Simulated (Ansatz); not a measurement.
```
K Br
1.0
     6.58500    0.00000    0.00000
     0.00000    6.58500    0.00000
     0.00000    0.00000    6.58500
K Br
4 4
Direct
  0.00000 0.00000 0.00000
  0.50000 0.50000 0.00000
  0.50000 0.00000 0.50000
  0.00000 0.50000 0.50000
  0.50000 0.00000 0.00000
  0.00000 0.50000 0.00000
  0.00000 0.00000 0.50000
  0.50000 0.50000 0.50000
```

Space group Fm-3m.

Level of theory: DFT PBE, scalar-relativistic, plane waves, PAW (Ansatz 0.2.0).

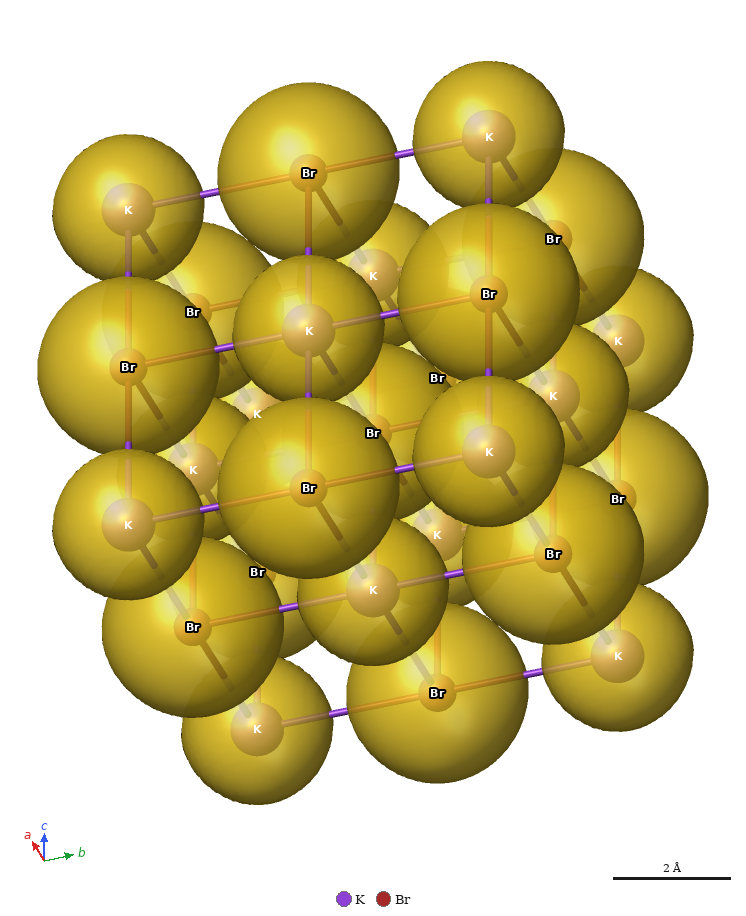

KBr. Isosurface of the valence pseudo-density at 0.1 e/Å³ (yellow), seen at an oblique angle. Sticks mark near contacts.

In a PAW calculation such maps are meaningful between the atoms, not at the nuclei.

> What does this surface tell about the bonding?

At this value the density breaks into separate islands; it holds about 90 % of the electrons treated as valence (semicore included). It bridges none of the near contacts. It is pinched off along the sampled K–Br (3.29 Å) contacts. On the grid the lowest density along these lines, outside the cores, is 0.08 e/Å³ (K–Br, 3.29 Å).
